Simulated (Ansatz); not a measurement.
## Run report: C₂₄Cl, single-point calculation (part 2 of 2)

C₂₄Cl (slab, 25 atoms in the cell); DFT PBE+D3(BJ), scalar-relativistic, plane waves, PAW, PAW set soft_1, spin-polarised (Ansatz 0.2.0); cutoff 420 eV, 6×4×1 k-mesh, Gaussian smearing of 0.05 eV, collinear spins. The structure derives from an entry of the Crystallography Open Database.

## Output, continued
```
Internal energy: -7081.082982 eV  (E = F + TS)
E sigma→0 (E₀):  -7081.087012 eV
Entropy (-TS):   -0.008060 eV (-0.322 meV/atom)
Fermi energy:    -1.997392 eV
Dipole field:    D = -0.085478 V/Å  (p = -0.355386 e·Å, saw-weighted, corrected)
Work function:   Φ+ = 6.7942 eV   Φ− = 4.8943 eV
Levels:          The Fermi level and band energies are counted from a zero that moves with the ramp; work functions are not
--- Per-component energies (eV) ---
  E_band       = -1072.121171
  E_kinetic    = 2234.012435
  E_local      = -51960.750588  (includes V_loc(G=0)·N_el)
  E_nonlocal   = 599.510950
  E_hartree    = 24866.171300
  E_xc         = -1217.710541
  E_vxc        = -1481.339553  (∫ρ·V_xc dr)
  E_paw        = -3058.442527  (= ΣΔE_a)
  E_vpaw       = -188.027613  (= ΣTr[D̂ρ^β])
  E_aug_tail   = 0.000501  (compensation charges beyond the density's cutoff)
  E_efield     = 0.015189  (sawtooth field / dipole correction)
  E_vefield    = -7.873792  (∫n·V_field dr)
  E_ewald      = 21459.075723
  E_disp       = -2.965425  (pairwise vdW)
  E_smearing   = -0.008060  (= −TS)
  E_closure    = 0.000000  (closes the sum)
  Σ components = -7081.091043   (vs F -7081.091043, Δ=0.00e0)
--- Forces (eV/Å), atoms counted from 1 ---
  atom   1  C      0.03284928     0.54963013     2.58464111
  atom   2  C      0.04164655     0.55758961     2.50222139
  atom   3  C     -0.02956235     0.55406844     2.58377589
  atom   4  C     -0.03801474     0.56141706     2.53297333
  atom   5  C     -0.00266306    -0.74971196    -3.47437946
  atom   6  C      0.00943605    -0.78625250    -3.40479047
  atom   7  C     -0.00110117    -0.77761041    -3.61073963
  atom   8  C     -0.00943327    -0.78235358    -3.45839055
  atom   9  C      0.00242230     0.20378035     0.91574325
  atom  10  C     -0.00863093     0.17786260     0.90547971
  atom  11  C      0.00325632     0.24282357     1.09228975
  atom  12  C      0.00546598     0.28011976     1.10233870
  atom  13  C     -0.01523712     0.11068518     0.55766440
  atom  14  C     -0.13625924     0.30058406     0.60326200
  atom  15  C      0.01013445     0.10633331     0.56253811
  atom  16  C      0.16910150     0.27116237     0.57529721
  atom  17  C      0.09236079    -0.06976783    -0.34644599
  atom  18  C      0.11825300    -0.13320295    -0.32271132
  atom  19  C     -0.08822092    -0.07435864    -0.33244230
  atom  20  C     -0.15894620    -0.13372690    -0.13314055
  atom  21  C     -0.00631168    -0.01013526    -0.15203760
  atom  22  C      0.30575045    -0.83963548     1.69778814
  atom  23  C     -0.00152341    -0.03485352    -0.28838425
  atom  24  C     -0.04721963    -0.23224477    -0.06840981
  atom  25  Cl    -0.24755471     0.70774814    -2.62405530
  max |Σ_I F_I| component: 8.58e-5 eV/Å
--- Band table (eV; the first three rows and the last of 28) ---
  k-point 0 ↑: bands = ["-21.2421", "-20.9466", "-19.6268", "-19.3321", "-17.3361", "-17.0486", "-17.0223", "-16.9217", "-16.8532", "-16.8311", "-15.4731", "-15.4212", "-15.2447", "-15.1546", "-15.0086", "-13.5366", "-13.4474", "-13.2928", "-13.1804", "-12.9431", "-12.5521", "-9.9317", "-9.8450", "-9.6194", "-9.3947", "-9.3380", "-8.9433", "-8.5245", "-8.3769", "-8.3230", "-8.2160", "-8.0439", "-7.3698", "-7.2277", "-6.6458", "-6.0178", "-5.9864", "-5.7576", "-4.9899", "-4.9625", "-4.7451", "-4.7153", "-4.5953", "-4.3790", "-4.3326", "-4.2983", "-3.4594", "-3.2614", "-3.1325", "-2.6062", "-1.9591", "-1.8422", "-1.8171", "-1.5491", "-1.4361", "-1.2153", "-1.1231", "-0.7258", "-0.0600", "-0.0568", "0.3633", "0.3687", "0.9878", "1.8817", "2.7361", "3.0699", "3.9367", "4.0769", "4.2412", "4.6056", "5.2828", "5.3629", "5.6650", "5.7286", "5.7928", "5.8558", "6.1933"]
  k-point 1 ↑: bands = ["-21.2083", "-20.9851", "-19.6048", "-19.3565", "-17.3255", "-17.0612", "-17.0383", "-16.9556", "-16.8154", "-16.8150", "-15.4797", "-15.4219", "-15.2517", "-15.1450", "-14.9988", "-13.5426", "-13.4525", "-13.2867", "-13.1754", "-12.9399", "-12.5538", "-9.8452", "-9.7121", "-9.6199", "-9.3951", "-9.3385", "-8.9399", "-8.5230", "-8.4387", "-8.3713", "-8.3287", "-7.9667", "-7.3687", "-7.2289", "-6.8907", "-6.0175", "-5.8498", "-5.7579", "-5.0891", "-4.9993", "-4.9062", "-4.8705", "-4.6108", "-4.3529", "-4.2431", "-4.1913", "-3.4609", "-3.2588", "-3.1294", "-2.5789", "-1.9592", "-1.8443", "-1.8154", "-1.5585", "-1.3883", "-1.1393", "-1.0963", "-0.7344", "-0.0802", "-0.0502", "0.4423", "0.4821", "1.1157", "1.8386", "2.9087", "3.6316", "3.9813", "4.2013", "4.3879", "4.7599", "5.0175", "5.3164", "5.4042", "5.6156", "5.7409", "5.9240", "6.0523"]
  k-point 2 ↑: bands = ["-21.1549", "-21.0432", "-19.5774", "-19.3864", "-17.3141", "-17.0714", "-17.0552", "-16.9767", "-16.8008", "-16.7907", "-15.4860", "-15.4223", "-15.2581", "-15.1359", "-14.9897", "-13.5484", "-13.4574", "-13.2810", "-13.1705", "-12.9367", "-12.5555", "-9.8454", "-9.6204", "-9.3954", "-9.3391", "-9.1682", "-9.0983", "-8.9249", "-8.5158", "-8.3637", "-8.3366", "-7.5576", "-7.3690", "-7.3676", "-7.2301", "-6.0172", "-5.7583", "-5.5896", "-5.3409", "-5.0394", "-5.0183", "-4.9470", "-4.6216", "-4.3519", "-4.1817", "-4.1393", "-3.4625", "-3.2562", "-3.1263", "-2.5416", "-1.9614", "-1.8468", "-1.8138", "-1.5391", "-1.3469", "-1.1008", "-1.0722", "-0.7452", "-0.0568", "-0.0138", "0.5010", "0.5638", "1.2958", "1.7376", "3.2508", "3.6327", "4.3727", "4.6231", "4.8091", "4.8504", "5.1847", "5.2355", "5.3083", "5.3469", "5.4902", "5.5668", "5.9877"]
  k-point 13 ↓: bands = ["-20.1843", "-20.1777", "-19.9432", "-19.9099", "-18.7094", "-18.6974", "-18.4275", "-18.2696", "-16.4959", "-16.4772", "-16.1459", "-16.0300", "-15.4161", "-12.7470", "-12.7187", "-12.4371", "-12.3147", "-11.4812", "-11.4295", "-11.1911", "-11.1701", "-10.9004", "-10.8666", "-10.6089", "-10.5324", "-9.2812", "-9.2563", "-8.9554", "-8.9456", "-8.6893", "-8.6530", "-8.4451", "-8.4439", "-8.3676", "-8.2147", "-7.2392", "-7.2286", "-6.8279", "-6.7993", "-5.8187", "-5.7484", "-4.8291", "-4.6990", "-4.5594", "-4.3845", "-4.3666", "-3.9308", "-3.8535", "-3.7746", "-3.6012", "-3.1650", "-3.0861", "-1.7142", "-1.6596", "-1.6413", "-1.1957", "0.1222", "0.1672", "0.5495", "0.6813", "2.7170", "2.7773", "3.1359", "3.3389", "4.2481", "4.2515", "4.8803", "4.8981", "4.9406", "4.9546", "5.1990", "5.2584", "5.5736", "5.6262", "5.6986", "5.7137", "5.8649"]
--- Löwdin populations: 25 sites ---
  site symbol       q [e]    m [muB]
     0      C      3.9181     1.2194
     1      C      3.9265    -1.1697
     2      C      3.9180     1.2192
     3      C      3.9223    -1.1796
     4      C      3.9891    -0.1244
     5      C      3.9886     0.0974
     6      C      3.9890    -0.1292
     7      C      3.9882     0.1005
     8      C      3.9711     0.1539
     9      C      3.9674    -0.0998
    10      C      3.9707     0.1240
    11      C      3.9695    -0.0851
    12      C      3.9508    -0.0874
    13      C      3.9542    -0.0574
    14      C      3.9501    -0.0873
    15      C      3.9532    -0.0595
    16      C      3.9918     0.0617
    17      C      3.9769     0.0712
    18      C      3.9915     0.0615
    19      C      3.9799     0.0711
    20      C      3.8722    -1.0922
    21      C      3.8650    -0.2622
    22      C      3.8749     0.7018
    23      C      3.8740    -1.0911
    24     Cl      7.2071    -0.0062
  spilling = 0.010097 (of n_electrons = 103.000000)
```

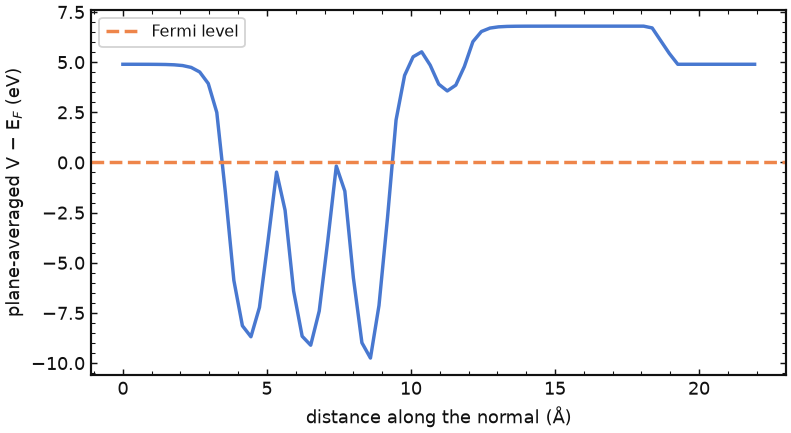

Figure 1. Plane average of the electrostatic potential energy of an electron across the cell, from the Fermi level. The vacuum level lies 6.79 eV above the Fermi level on the upper side and 4.89 eV on the lower.

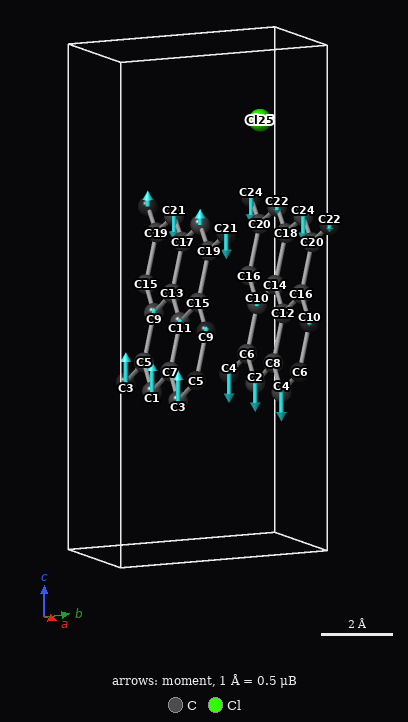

Figure 2. Magnetic moments of the sites as teal arrows (ball-and-stick view of the cell of the calculation, with the vacuum cut short, seen slightly off an axis; neighbours outside the cell are drawn fainter; atoms are numbered from 1 in the order of the input); small moments hardly show. The run is collinear, so the axis drawn is arbitrary. Site moments: C1, C3 (0.43 μB); C4 (−0.42 μB); C2 (−0.41 μB); C24 (−0.37 μB); C21 (−0.36 μB); C23 (0.23 μB); C22 (−0.10 μB), among others. They are counted near the atoms and needn't add up to the moment of the cell.

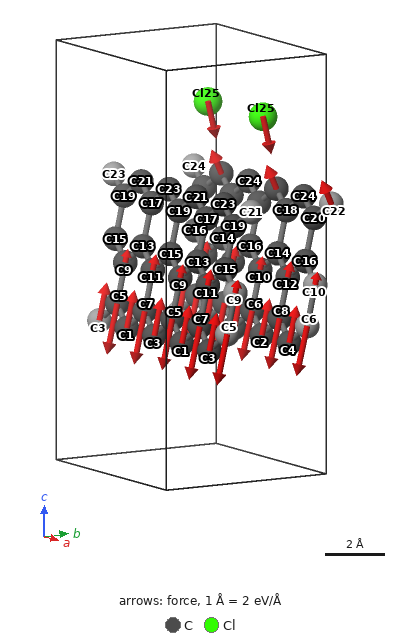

Figure 3. Forces on the atoms as red arrows (ball-and-stick view of the 2 × 1 repeat of the cell, with the vacuum cut short, seen slightly off an axis; neighbours outside the cell are drawn fainter; atoms are numbered from 1 in the order of the input); the smallest are left out. The largest act on C7 (3.69 eV/Å); C5 (3.55 eV/Å); C8 (3.55 eV/Å); C6 (3.49 eV/Å), among others. The geometry is not a stationary point of this energy.

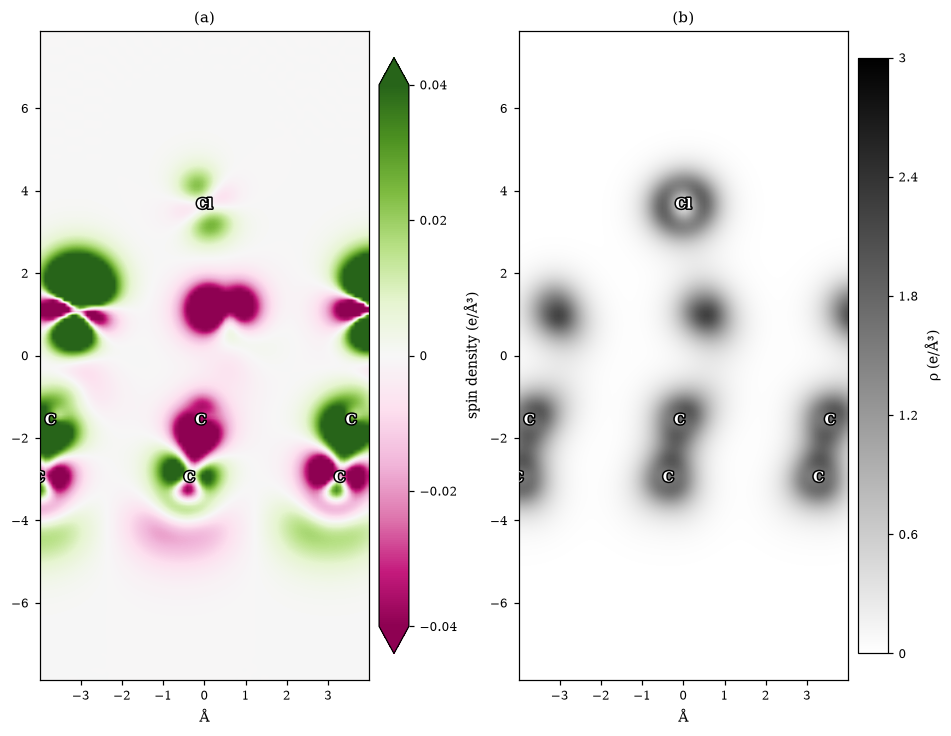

Figure 4. (a) spin density (up minus down); (b) valence electron density on the (11̄0) plane of the calculation cell, a cut from vacuum to vacuum. Atoms in the plane: C and Cl. C–C (1.42 Å): the density is about 2 e/Å³ at the midpoint, a local maximum along the line. The density dies away to nearly zero in the vacuum. The spin density sits on C: +0.4 μB (×2) and −0.4 μB (×4) in one cell of 25 atoms: ferrimagnetic. The cell of the calculation (25 atoms) carries 1.7 μB net. The fields are those of the smooth PAW valence density.

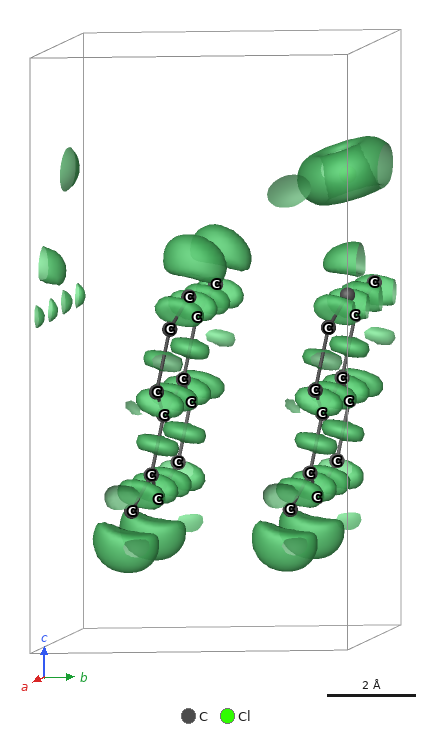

Figure 5. Isosurface of the electron localisation function at 0.85 (green), seen slightly off an axis. Only the valence region is drawn (cores and ρ < 0.01 e/Å³ removed). Sticks mark near contacts. Values along the shortest contacts: C–C (1.38 Å): the ELF peaks at about 0.90 between the atoms, as expected for localised, shared-pair bonding.

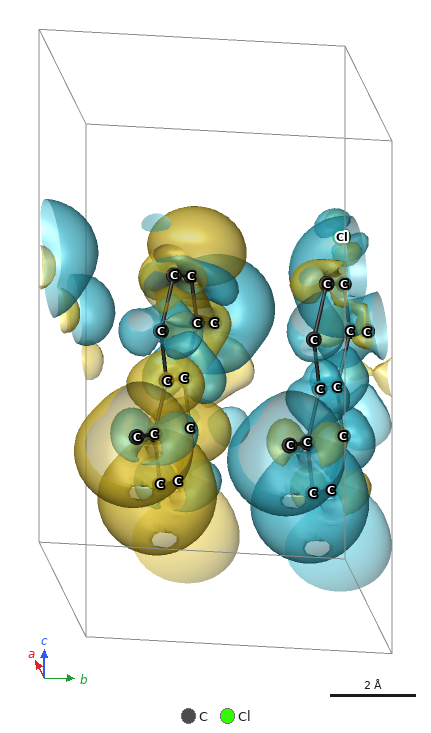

Figure 6. Isosurfaces of the spin density at +0.015 (yellow) and −0.015 e/Å³ (cyan), seen at an oblique angle. Sticks mark near contacts. The spin density sits on C: +0.4 μB (×2) and −0.4 μB (×4) in one cell of 25 atoms: ferrimagnetic. The cell of the calculation (25 atoms) carries 1.7 μB net.

This output came from the following input.

## Input
```yaml
crystal:
  lattice:
    - [4.9299148964, 0.0, 0.0]
    - [-2.4649574482, 6.8655575602, 0.0]
    - [0.0, 0.0, 22.2276622644]
  atoms:
    - { symbol: C, position: [0.4018120009, 0.3036240018, 0.1799559464] }
    - { symbol: C, position: [0.4018120009, 0.8036240018, 0.1799559464] }
    - { symbol: C, position: [0.9018120009, 0.3036240018, 0.1799559464] }
    - { symbol: C, position: [0.9018120009, 0.8036240018, 0.1799559464] }
    - { symbol: C, position: [0.1626401228, 0.3252802456, 0.2112622584] }
    - { symbol: C, position: [0.1626401228, 0.8252802456, 0.2112622584] }
    - { symbol: C, position: [0.6626401228, 0.3252802456, 0.2112622584] }
    - { symbol: C, position: [0.6626401228, 0.8252802456, 0.2112622584] }
    - { symbol: C, position: [0.1840380628, 0.3680761257, 0.2739086929] }
    - { symbol: C, position: [0.1840380628, 0.8680761256, 0.2739086929] }
    - { symbol: C, position: [0.6840380628, 0.3680761257, 0.2739086929] }
    - { symbol: C, position: [0.6840380628, 0.8680761256, 0.2739086929] }
    - { symbol: C, position: [0.4447372324, 0.3894666362, 0.3044210713] }
    - { symbol: C, position: [0.4447372324, 0.8894666362, 0.3044210713] }
    - { symbol: C, position: [0.9447372324, 0.3894666362, 0.3044210713] }
    - { symbol: C, position: [0.9447372324, 0.8894666362, 0.3044210713] }
    - { symbol: C, position: [0.4674579614, 0.4348943234, 0.3699089568] }
    - { symbol: C, position: [0.4674579614, 0.9348943234, 0.3699089568] }
    - { symbol: C, position: [0.9674579614, 0.4348943234, 0.3699089568] }
    - { symbol: C, position: [0.9674579614, 0.9348943234, 0.3699089568] }
    - { symbol: C, position: [0.2271533028, 0.4542694799, 0.3971475794] }
    - { symbol: C, position: [0.2271533028, 0.9542694799, 0.3971475794] }
    - { symbol: C, position: [0.7271533028, 0.4542694799, 0.3971475794] }
    - { symbol: C, position: [0.7271533028, 0.9542694799, 0.3971475794] }
    - { symbol: Cl, position: [0.2271533028, 0.8709361466, 0.5096200459], spin: 1.0 }
basis:
  ecutwfc: 420
kpoints:
  mp_grid: { grid: [6, 4, 1] }
hamiltonian:
  xc: pbe
  pseudopotentials: { kind: paw, azcp: { folder: soft_1 } }
  dispersion: d3bj
scf:
  occupations: { method: gaussian, width: 0.05 }
output:
  forces: true
  eigenvalues: true
  populations: true
  write_density: true
  write_potential: true
  elf: true
  volumetric_format: npy
magnetization:
  spin_polarized: true
efield:
  axis: 3
  dipole_correction: true
  ramp_width: 0.04
```

Launch command:
```bash
ansatz run input.yaml --threads 4 --pin off --max-ram 12288MiB --backend cpu --events-out ev --progress --plain --runs-dir out
```

## Results in brief

- outcome: converged
- electrons treated: 103
- free energy: −7081.0910 eV
- work function, top face: 6.79 eV
- work function, bottom face: 4.89 eV
- Fermi energy: −1.997 eV
- gap on the k-point mesh: none (metallic)
- net moment of the cell: −1.67 μB
- integrated absolute moment: 8.79 μB
- work function (upper face): 6.79 eV
- largest force (length of the vector): 3.694 eV/Å
- hardware: 4 threads of Arm Neoverse V1, 24 GiB of memory available, shared host
- wall time: 98 s (CPU time 6.3 min)
- peak memory: 2.2 GiB

## Remarks

The program warns: the exchange-correlation potential is rough where the density is thin.
